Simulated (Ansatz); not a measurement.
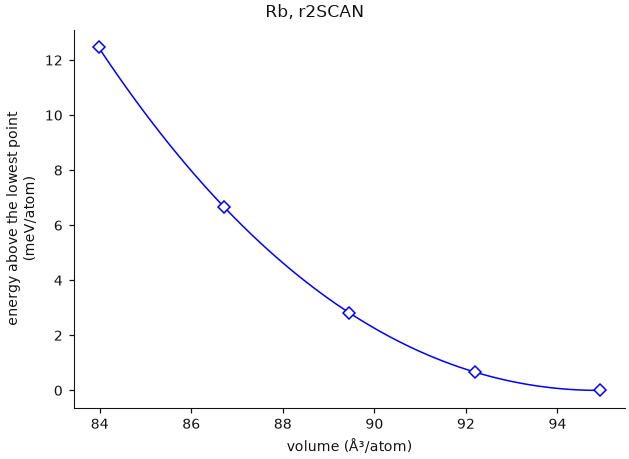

The plot gives the computed energy above the lowest point against volume for Rb, space group Im-3m (No. 229) (one of a set of cubic test structures, which need not be the stable phase).

How it was computed, with Ansatz 0.2.0 development build: equation of state of a cubic crystal from periodic Kohn-Sham density functional theory without spin, third-order Birch-Murnaghan fit to the free energies; pressure corrected for the finite basis. Level: r2SCAN.

structure type bcc; atoms in cell 1; space group number 229; lattice centring body-centred primitive; k mesh 9×9×9; occupation method Fermi–Dirac; occupation width 0.1 eV; wave cutoff 390 eV; datasets hand-made PAW; density tolerance 1e−09 eV; bands 9; density cutoff ratio 4; search for lower states default; xc grid level 2.

From this curve and the settings, what does the calculation give for the pressure at the same points?

The pressure falls from 0.40 GPa at volume 83.98 Å³/atom to 0.00 GPa at 94.93 Å³/atom.

| volume (Å³/atom) | pressure (GPa) |
| --- | --- |
| 83.98 | 0.40 |
| 86.71 | 0.28 |
| 89.45 | 0.17 |
| 92.19 | 0.08 |
| 94.93 | 0.00 |
